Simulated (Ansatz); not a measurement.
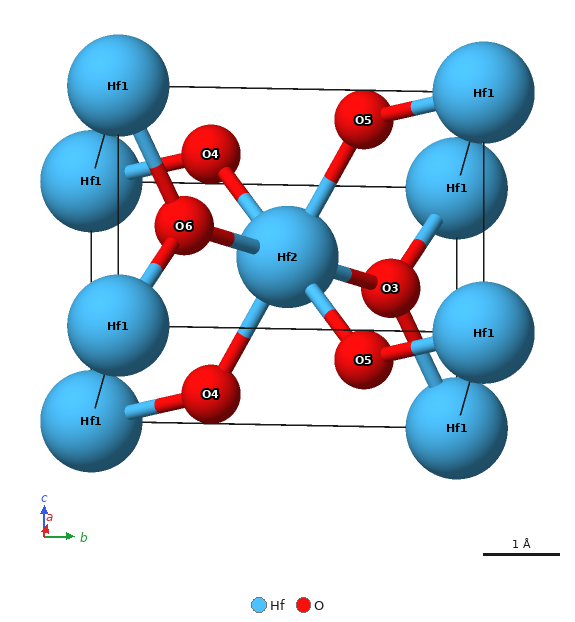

The structure as given in the input (ball-and-stick view of the cell of the calculation, seen at an oblique angle; atoms are numbered from 1 in the order of the input). An atom can appear more than once, as a periodic image.

## Run report: HfO₂, geometry relaxation (part 1 of 2)

System: HfO₂ (P4₂/mnm, 6 atoms in the cell).
Method: DFT r2SCAN, scalar-relativistic, plane waves, PAW, no spin polarisation (Ansatz 0.2.0).

The structure derives from a Materials Project entry. It belongs to a series of runs on one base structure; here: strain along c alone, the other axes held, atoms relaxed: +2.0 %. Figures and captions count atoms from 1; the log counts them from 0 in places.

## The input
```yaml
crystal:
  lattice:
    - [4.8382036358, 0.0, 0.0]
    - [0.0, 4.8382036358, 0.0]
    - [0.0, 0.0, 3.284754873]
  atoms:
    - { symbol: Hf, position: [0.0, 0.0, 0.0] }
    - { symbol: Hf, position: [0.5, 0.5, 0.5] }
    - { symbol: O, position: [0.194919183, 0.805080817, 0.5] }
    - { symbol: O, position: [0.305080817, 0.305080817, 0.0] }
    - { symbol: O, position: [0.694919183, 0.694919183, 0.0] }
    - { symbol: O, position: [0.805080817, 0.194919183, 0.5] }
basis:
  ecutwfc: 500
kpoints:
  mp_grid: { grid: [6, 6, 8] }
hamiltonian:
  xc: r2scan
scf:
  occupations: { method: gaussian, width: 0.02 }
output:
  forces: true
  stress: true
  eigenvalues: true
  write_density: true
  write_potential: true
  elf: true
  volumetric_format: npy
relax:
  adjacent_minimum: "off"
  f_tol: 0.008
  max_steps: 40
```

Run on 1 thread of Intel Xeon @ 2.50GHz (Skylake/Cascade Lake), 189 GiB of memory available, shared host.

Command:
```bash
ansatz run input.yaml --threads 1 --pin off --max-ram 2560MiB --backend cpu --events-out ev --progress --plain --runs-dir out
```

## What the program printed
```
Warning: output.stress: scf.convergence.dr2_threshold = 6.4e-8 eV (the default of a walk held to its f_tol) is looser than the 6e-10 eV advised for a printed stress (1e-10 eV for each atom of the cell: 6). What an SCF threshold leaves in a stress goes as its square root, and in the free energy as the threshold itself, and one threshold admits the most on a small cell: of the crystals measured, under no hybrid functional and no lock of the moments, on runs that ended without the residual-converged pass, on stresses that held no estimate of that error, the worst erred by over 100 MPa in a component at 1e-7 eV an atom and by under 5 at 1e-10. Every solve of this run answers to scf.convergence.dr2_threshold, and the tensor of one is reported: a single SCF on the reported geometry and on this run's grids (its basis.xc_grid and basis.ecutrho_ratio typed), with scf.convergence.dr2_threshold at 6e-10 eV or tighter, prints it and tightens no other solve. Else set scf.convergence.dr2_threshold to 6e-10 eV or tighter. The threshold is an SCF's pass mark: one that does not reach it within its budget of iterations ends unconverged, or closes short of it on a stop that the run arms, and scf.convergence.dr2_threshold's page says what that costs each kind of run
Engine: ansatz 0.2.0, x86_64-unknown-linux-gnu
Pseudopotentials: kind: paw
Pseudopotential: Hf, paw, valence charge 26, recommended cutoff 500 eV (meta_gga), Hf.paw.azcp
Pseudopotential: O, paw, valence charge 6, recommended cutoff 500 eV (meta_gga), O.paw.azcp
Functional definition: r2SCAN
  parameter k0 = 0.174
  parameter k1 = 0.065
  parameter a1 = 4.9479
  exchange = r2scan_x(k0 = k0, k1 = k1, a1 = a1)
  correlation = r2scan_c
Crystal: 6 atoms, lattice volume = 76.890 Å³
Basis set: ecut = 500 eV, 1947 PW (Γ), exchange–correlation on 144×144×96 points (64 copies of the dense FFT grid, shifted against one another)
Bands: 46, of which v1, the nominal top of the filled ones, is band 38 counted from 1 (37 counted from 0)
Symmetry: 16 space group operations
Space group: P42/mnm (ITA 136), of the structure as read, at distance tolerance 4.3e-5 Å
k-points: 50 of 288
Non-local potential: Hf, projectors of the file, l = 0: 3, l = 1: 2, l = 2: 2, l = 3: 3
Non-local potential: O, projectors of the file, l = 0: 2, l = 1: 2, l = 2: 1
PAW form: soft (Blöchl's): semilocal exchange-correlation on the pseudo side does not see the compensation charge
PAW frozen core: Hf, regenerated for the run's functional (the file was generated under x = pbe(κ = 0.804, μ = 0.2195149727645171), c = pbe(β = 0.06672455060314922))
PAW frozen core: O, regenerated for the run's functional (the file was generated under x = pbe(κ = 0.804, μ = 0.2195149727645171), c = pbe(β = 0.06672455060314922))
PAW one-centre angular grid: Hf, 974 points (default); XC on 160 Gauss nodes
PAW one-centre angular grid: O, 302 points (default); XC on 160 Gauss nodes
Initial density: superposition of atomic densities (neutral atoms: chi_scale 0, normalization atom), corrected by the library's trained network
Initial wavefunctions: pseudopotential atomic-orbital guess
Functional: x = r2scan, c = r2scan; τ floored in thin density (d = 2e-4 eV/Å³)
SCF iter   1: F=—  HF=-33752.524200 eV  |F-HF|=—  |Δ(HF+E_count)|=         —  Δρ=1.11e-2  dr2=8.69e-2  dr2_τ=3.97e-1  ethr=1.77e-3  ⟨swp⟩=6.2  Hψ=7471  notcnv=0  defer=1
preconditioner: auto → Resta (q_TF=auto, 2.723 Å⁻¹)  ε∞=4.6  [insulator: Δε(μ)=4.628 eV  Ē_g=18.884 eV  σ=0.020 eV  W_gap=1.00  n_scr=30 (ndim 8)  ℏωp=35.9 eV  f_vac=0.092  D(μ)=0.00/eV (n_scr^D=0)  ε∞_Penn≈4.6]
SCF iter   2: F=—  HF=-33752.575583 eV  |F-HF|=—  |Δ(HF+E_count)|=   5.14e-2  Δρ=5.39e-3  dr2=1.69e-2  dr2_τ=3.31e-3  ethr=1.14e-4  ⟨swp⟩=2.2  Hψ=4921  notcnv=0  defer=91
SCF iter   3: F=—  HF=-33752.574890 eV  |F-HF|=—  |Δ(HF+E_count)|=   6.93e-4  Δρ=3.38e-3  dr2=4.35e-3  dr2_τ=7.55e-4  ethr=2.22e-5  ⟨swp⟩=2.0  Hψ=3818  notcnv=0  defer=91
SCF iter   4: F=—  HF=-33752.574957 eV  |F-HF|=—  |Δ(HF+E_count)|=   6.73e-5  Δρ=8.13e-4  dr2=5.87e-4  dr2_τ=1.07e-4  ethr=5.72e-6  ⟨swp⟩=2.5  Hψ=4281  notcnv=0  defer=91
SCF iter   5: F=—  HF=-33752.574905 eV  |F-HF|=—  |Δ(HF+E_count)|=   5.23e-5  Δρ=2.32e-4  dr2=2.43e-5  dr2_τ=3.47e-6  ethr=7.72e-7  ⟨swp⟩=2.0  Hψ=3871  notcnv=0  defer=91
SCF iter   6: F=—  HF=-33752.574922 eV  |F-HF|=—  |Δ(HF+E_count)|=   1.78e-5  Δρ=6.93e-5  dr2=3.17e-6  dr2_τ=3.78e-7  ethr=3.20e-8  ⟨swp⟩=2.0  Hψ=3190  notcnv=0  defer=91
SCF iter   7: F=-33752.574922 eV  HF=-33752.574922 eV  |F-HF|=4.71e-8  |Δ(HF+E_count)|=   2.67e-7  Δρ=1.24e-5  dr2=1.57e-7  dr2_τ=9.48e-9  ethr=2.11e-9  ⟨swp⟩=13.8  Hψ=19820  notcnv=0
SCF 1 converged in 7 iterations: F = -33752.574922 eV  dr2 = 1.57e-7
  greatest PAW one-centre occupation: 0.999 electrons in one spin orbital (limit 2), on the Hf atom at site 1 (counted from 0), in its partial waves of l = 3
relax step   1: F+E_penalty+E_count = -33752.57492202 eV  Δ(F+E_penalty+E_count) = +0.000e0 eV  max|allowed force component| = 1.126e-1 eV/Å  Δτ_max = 0.0000 Å  (7 SCF iters, dr2 threshold 1.60e-6 eV, accepted)
Initial density: handed on by an earlier stage of this run
Initial wavefunctions: those handed on with the density
iter 1 solved again at ethr=4.03e-7 eV; its pass at ethr=3.10e-3 eV (dr2=3.06e-4 eV) is discarded
SCF iter   1: F=—  HF=-33752.577179 eV  |F-HF|=—  |Δ(HF+E_count)|=         —  Δρ=7.00e-4  dr2=3.17e-4  dr2_τ=6.34e-3  ethr=4.03e-7  ⟨swp⟩=2.0  Hψ=6408  notcnv=0  defer=92
preconditioner: auto → Resta (q_TF=auto, 2.723 Å⁻¹)  ε∞=4.7  [insulator: Δε(μ)=4.492 eV  Ē_g=18.700 eV  σ=0.020 eV  W_gap=1.00  n_scr=30 (ndim 8)  ℏωp=35.9 eV  f_vac=0.097  D(μ)=0.00/eV (n_scr^D=0)  ε∞_Penn≈4.7]
SCF iter   2: F=—  HF=-33752.577156 eV  |F-HF|=—  |Δ(HF+E_count)|=   2.27e-5  Δρ=3.85e-4  dr2=1.18e-4  dr2_τ=7.70e-6  ethr=4.03e-7  ⟨swp⟩=2.0  Hψ=3912  notcnv=0  defer=92
SCF iter   3: F=—  HF=-33752.577134 eV  |F-HF|=—  |Δ(HF+E_count)|=   2.25e-5  Δρ=1.01e-4  dr2=3.64e-6  dr2_τ=1.31e-6  ethr=1.55e-7  ⟨swp⟩=2.0  Hψ=3708  notcnv=0  defer=92
SCF iter   4: F=—  HF=-33752.577137 eV  |F-HF|=—  |Δ(HF+E_count)|=   3.27e-6  Δρ=5.27e-5  dr2=9.78e-7  dr2_τ=1.26e-7  ethr=1.04e-9  ⟨swp⟩=12.9  Hψ=19538  notcnv=0
SCF iter   5: F=-33752.577138 eV  HF=-33752.577138 eV  |F-HF|=1.54e-7  |Δ(HF+E_count)|=   8.53e-7  Δρ=1.93e-5  dr2=1.72e-7  dr2_τ=2.25e-8  ethr=1.04e-9  ⟨swp⟩=9.0  Hψ=18349  notcnv=0
SCF 2 converged in 5 iterations: F = -33752.577138 eV  dr2 = 1.72e-7
  greatest PAW one-centre occupation: 0.999 electrons in one spin orbital (limit 2), on the Hf atom at site 0 (counted from 0), in its partial waves of l = 3
relax step   2: F+E_penalty+E_count = -33752.57713772 eV  Δ(F+E_penalty+E_count) = -2.216e-3 eV  max|allowed force component| = 1.984e-2 eV/Å  Δτ_max = 0.0059 Å  (5 SCF iters, dr2 threshold 7.92e-7 eV, accepted)
SCF iter   1: F=—  HF=-33752.577210 eV  |F-HF|=—  |Δ(HF+E_count)|=         —  Δρ=1.57e-4  dr2=1.58e-5  dr2_τ=2.90e-4  ethr=1.92e-7  ⟨swp⟩=2.0  Hψ=4843  notcnv=0  defer=88
preconditioner: auto → Resta (q_TF=auto, 2.723 Å⁻¹)  ε∞=4.7  [insulator: Δε(μ)=4.502 eV  Ē_g=18.700 eV  σ=0.020 eV  W_gap=1.00  n_scr=30 (ndim 8)  ℏωp=35.9 eV  f_vac=0.097  D(μ)=0.00/eV (n_scr^D=0)  ε∞_Penn≈4.7]
SCF iter   2: F=—  HF=-33752.577209 eV  |F-HF|=—  |Δ(HF+E_count)|=   7.16e-7  Δρ=8.51e-5  dr2=5.96e-6  dr2_τ=3.74e-7  ethr=2.08e-8  ⟨swp⟩=2.0  Hψ=4195  notcnv=0  defer=87
SCF iter   3: F=—  HF=-33752.577208 eV  |F-HF|=—  |Δ(HF+E_count)|=   7.29e-7  Δρ=2.51e-5  dr2=2.92e-7  dr2_τ=8.18e-8  ethr=7.84e-9  ⟨swp⟩=2.0  Hψ=3706  notcnv=0  defer=87
SCF iter   4: F=—  HF=-33752.577208 eV  |F-HF|=—  |Δ(HF+E_count)|=   4.89e-8  Δρ=1.27e-5  dr2=6.52e-8  dr2_τ=1.26e-8  ethr=8.42e-11  ⟨swp⟩=11.6  Hψ=18284  notcnv=0
SCF iter   5: F=-33752.577208 eV  HF=-33752.577208 eV  |F-HF|=1.27e-8  |Δ(HF+E_count)|=   3.36e-8  Δρ=7.97e-6  dr2=2.73e-8  dr2_τ=2.24e-9  ethr=8.42e-11  ⟨swp⟩=7.1  Hψ=13080  notcnv=0
SCF 3 converged in 5 iterations: F = -33752.577208 eV  dr2 = 2.73e-8
relax step   3: F+E_penalty+E_count = -33752.57720817 eV  Δ(F+E_penalty+E_count) = -7.045e-5 eV  max|allowed force component| = 1.618e-4 eV/Å  Δτ_max = 0.0013 Å  (5 SCF iters, accepted)
iter 1 solved again at ethr=3.59e-11 eV; its pass at ethr=3.10e-3 eV (dr2=2.73e-8 eV) is discarded
SCF iter   1: F=—  HF=-33752.577208 eV  |F-HF|=—  |Δ(HF+E_count)|=         —  Δρ=7.97e-6  dr2=2.73e-8  dr2_τ=2.24e-9  ethr=3.59e-11  ⟨swp⟩=1.0  Hψ=6583  notcnv=0
preconditioner: auto → Resta (q_TF=auto, 2.723 Å⁻¹)  ε∞=4.7  [insulator: Δε(μ)=4.503 eV  Ē_g=18.700 eV  σ=0.020 eV  W_gap=1.00  n_scr=30 (ndim 8)  ℏωp=35.9 eV  f_vac=0.097  D(μ)=0.00/eV (n_scr^D=0)  ε∞_Penn≈4.7]
SCF iter   2: F=-33752.577208 eV  HF=-33752.577208 eV  |F-HF|=4.26e-9  |Δ(HF+E_count)|=   1.10e-8  Δρ=4.73e-6  dr2=1.13e-8  dr2_τ=8.34e-10  ethr=3.59e-11  ⟨swp⟩=6.9  Hψ=12394  notcnv=0
SCF 4 converged in 2 iterations: F = -33752.577208 eV  dr2 = 1.13e-8
```

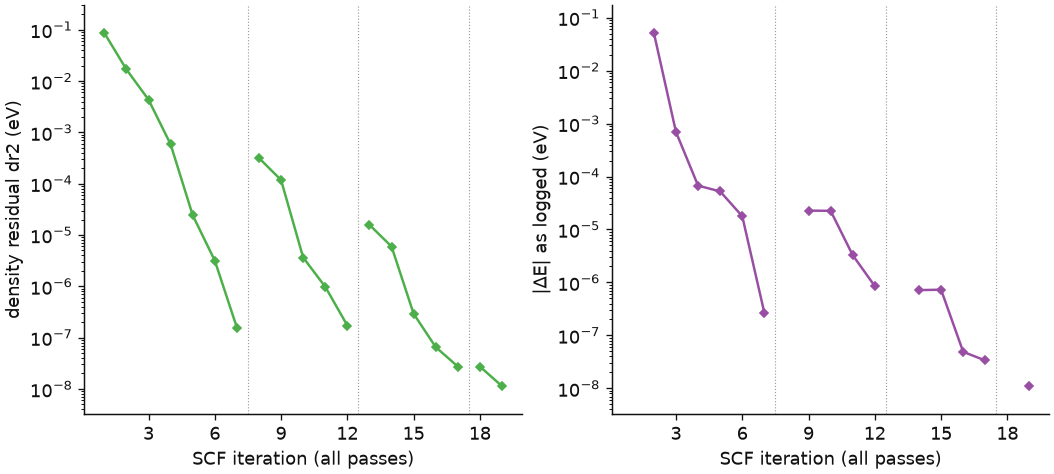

Convergence of the self-consistent field: density residual dr2 and size of the energy change against the SCF iteration. Dotted lines part the SCF passes that the log prints in full.

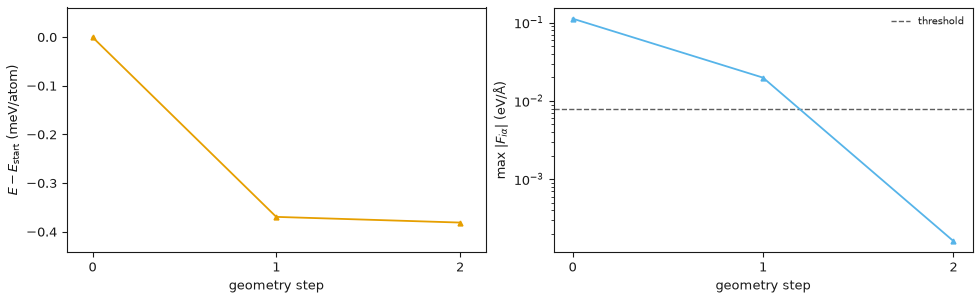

Progress of the relaxation, step by step (the first geometry is step 0 here and step 1 in the log). The largest moves, 0.007 Å, are those of O3, O4, O5 and O6. Hf stays in place. The lattice vectors keep their values. Distances before and after: Hf1–O4 2.087 → 2.095 Å, Hf1–O3 2.116 → 2.111 Å. The space group stays P4_2/mnm (No. 136). The energy falls by 0.4 meV per atom in 2 geometry steps. The largest force component goes from 0.11 to 0.00016 eV/Å. (Atoms are counted from 1 in the order of the input.)
